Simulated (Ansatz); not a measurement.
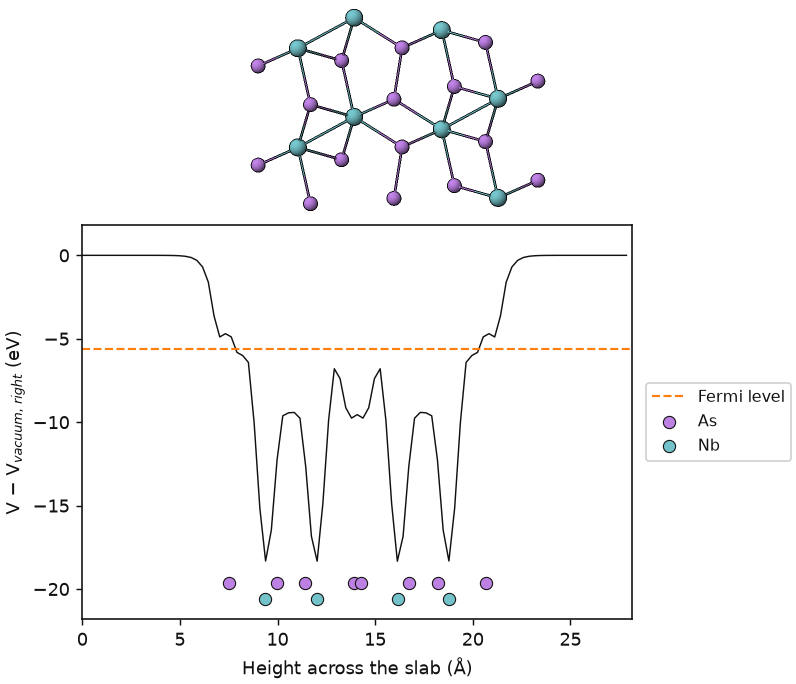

Plane-averaged electrostatic potential energy of an electron across the slab; circles at the bottom mark the heights of the atoms. The structure is drawn too.

Calculation on a (001) slab cut from NbAs₂ (C2/m), unrelaxed, ended by As planes, 12 atoms in the cell.

Method: DFT PBEsol, scalar-relativistic, plane waves, PAW, no spin polarisation, 11×8×1 k mesh (Ansatz 0.2.0).

### Read off the work function of each face.

The work function is 5.60 eV, the same on both faces. The two vacuum levels agree, so the slab has no net dipole along its normal.

### How thick are slab and vacuum?

The outermost atoms are 13.2 Å apart, which leaves 15.0 Å of vacuum in a cell 28.2 Å high.

The atoms aren't at rest in this cell (largest force 0.6 eV/Å), so the relaxed material can differ.
